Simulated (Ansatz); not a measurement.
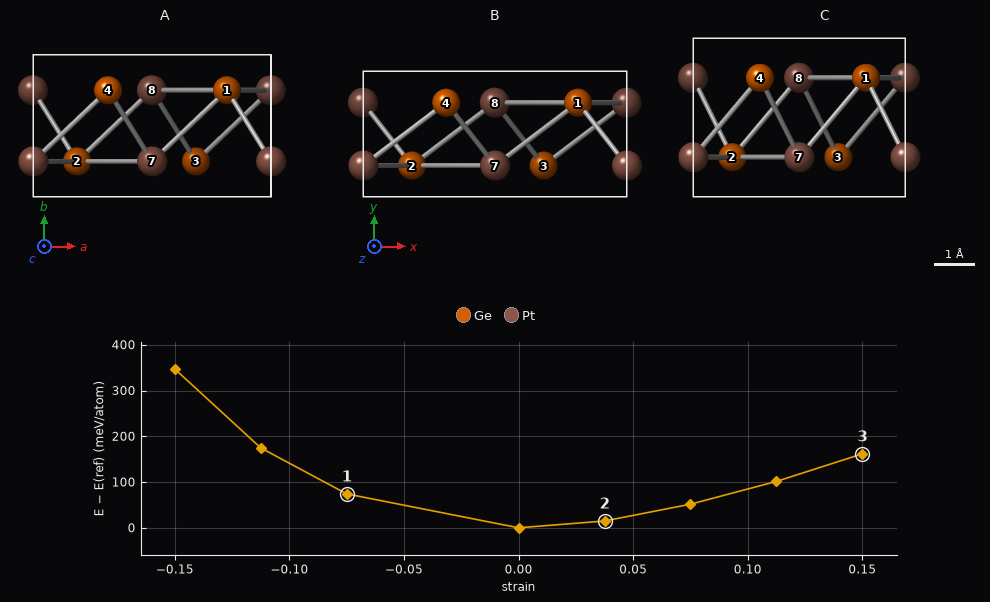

Solid GePt (Pnma): the cell is strained along x and oppositely along y, with the atoms kept at their fractional coordinates. x, y and z are the Cartesian axes of the input. The frames are shuffled; the numbered points of the plot belong to them. Style: ball-and-stick. Shown: the cell of the calculation, along the c axis.

Level of theory: DFT PBEsol, scalar-relativistic, plane waves, PAW in Ansatz 0.2.0. Settings: plane-wave cutoff 420 eV; k-point mesh 8 × 10 × 8; occupations gaussian; smearing width 0.15 eV; no spin polarisation. Energies (free energies at the smearing named) are counted from the relaxed crystal.

Q: Match the frames to the points.

A: Point 1 is frame C (the strain −0.075, 74 meV/atom); 2 is frame A (the strain 0.0375, 15 meV/atom); 3 is frame B (the strain 0.15, 162 meV/atom). The lowest computed point lies at the strain 0.00 (0 meV/atom). The end points stand at 347 meV/atom (−0.15) and 162 meV/atom (0.15). The distortion keeps the space group Pnma. At the strain −0.15 the cell of the drawing goes a 5.741 → 4.880 Å, b 3.700 → 4.255 Å.
